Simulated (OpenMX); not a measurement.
**Nb: 7 runs along one coordinate**

System: Nb (Im-3m, 1 atom in the cell).
Method: Kohn-Sham DFT of a periodic cell, LDA, OpenMX 2013 LDA set, no spin polarisation (OpenMX 3.8.5).

The 7 runs differ only in the geometry, by an even scaling of the cell at fixed fractional positions. The structure derives from an entry of the Crystallography Open Database.

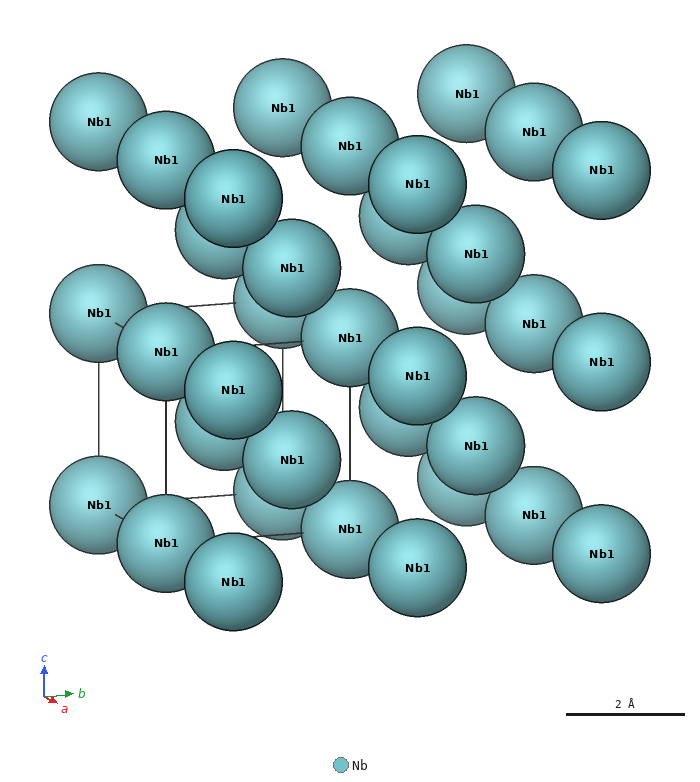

Figure 1. The structure of run 4 (spheres-only view of the cell 2 times as large as that of the calculation, set on its symmetry axes, repeated 2 × 2 × 2, seen slightly off an axis; atoms are numbered from 1 in the order of the input).

### Input of run 4
```
System.CurrrentDirectory             ./
System.Name                          Nb
DATA.PATH                            ./DFT_DATA13
level.of.stdout                      1
level.of.fileout                     0
Species.Number                       1
<Definition.of.Atomic.Species
  Nb  Nb7.0-s3p2d2           Nb_CA13
Definition.of.Atomic.Species>

Atoms.Number                         1
Atoms.SpeciesAndCoordinates.Unit     FRAC
<Atoms.SpeciesAndCoordinates
    1  Nb    0.0000000000    0.0000000000    0.0000000000   6.500  6.500
Atoms.SpeciesAndCoordinates>

Atoms.UnitVectors.Unit               Ang
<Atoms.UnitVectors
    -1.6639500000    1.6639500000    1.6639500000
     1.6639500000   -1.6639500000    1.6639500000
     1.6639500000    1.6639500000   -1.6639500000
Atoms.UnitVectors>

scf.XcType                           LDA
scf.SpinPolarization                 off
scf.ElectronicTemperature            580.226
scf.energycutoff                     400.0
scf.maxIter                          100
scf.EigenvalueSolver                 band
scf.Kgrid                            11 11 11
scf.Mixing.Type                      rmm-diisk
scf.Init.Mixing.Weight               0.05
scf.Min.Mixing.Weight                0.001
scf.Max.Mixing.Weight                0.3
scf.Mixing.History                   25
scf.Mixing.StartPulay                8
scf.criterion                        1.0e-8
scf.stress.tensor                    on
MD.Type                              nomd
Band.dispersion                      on
Band.Nkpath                          6
<Band.kpath
   13   0.000000  0.000000  0.000000    0.500000 -0.500000  0.500000  G H
    9   0.500000 -0.500000  0.500000    0.000000  0.000000  0.500000  H N
    9   0.000000  0.000000  0.500000    0.000000  0.000000  0.000000  N G
   11   0.000000  0.000000  0.000000    0.250000  0.250000  0.250000  G P
   11   0.250000  0.250000  0.250000    0.500000 -0.500000  0.500000  P H
    6   0.250000  0.250000  0.250000    0.000000  0.000000  0.500000  P N
Band.kpath>
```

Command:
```bash
openmx Nb.dat -nt 1 > Nb.std
```

Lattice vectors (Å) and fractional positions of run 4:
```
  -1.663950    1.663950    1.663950
   1.663950   -1.663950    1.663950
   1.663950    1.663950   -1.663950
Nb  0.000000  0.000000  0.000000
```

Run 6 has the same physical settings and fractional positions; its lattice vectors (Å) are:
```
  -1.685847    1.685847    1.685847
   1.685847   -1.685847    1.685847
   1.685847    1.685847   -1.685847
```

### Results, with one run withheld

```tsv
run	volume per atom (Å³)	free energy per atom, from the lowest run given (meV)
1	17.322	0.04
2	17.691	0.00
3	18.060	9.19
4	18.428	26.99
5	18.797	52.64
6	19.165	?
7	19.534	124.03
```

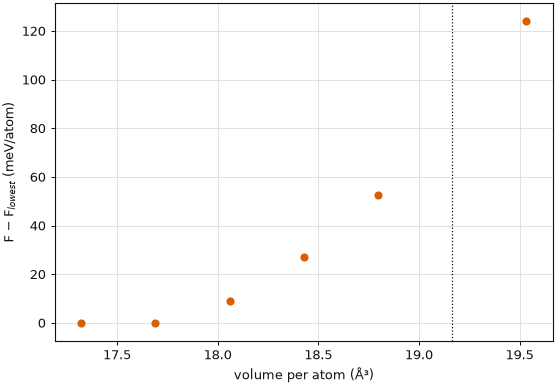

Figure 2. Free energy per atom of the runs given; the dotted line marks run 6.

What should run 6 give?

A cubic polynomial in V^(−2/3) (the Birch–Murnaghan form), fitted to the 6 runs given, misses them by at most 0.07 meV per atom. With x = V^(−2/3) − 0.14410 Å⁻², it reads F = 18.961 − 9635.5 x + 1.1539e+06 x² − 1.1709e+06 x³ (meV per atom). At run 6 it gives 85.09 meV per atom, and the run itself gives 85.09. The fit has its minimum at 17.510 Å³ per atom, where V d²F/dV² gives 204 GPa: the bulk modulus at this level, since symmetry fixes the shape and the positions.

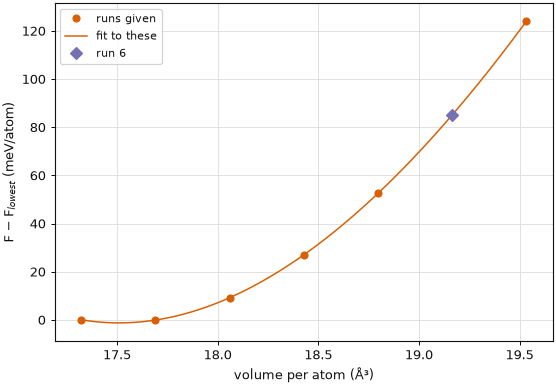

Figure 3. The fit and the withheld run.

### Some lines of the output (run 6)
```
[...]
  Cell_Volume =    129.333387895609 (Bohr^3)
        Total energy (Hartree) at MD = 1
   kloop=0
   kloop=1
   kloop=665
```

Notes: With a small basis of atomic orbitals these values can differ much from converged plane-wave results.
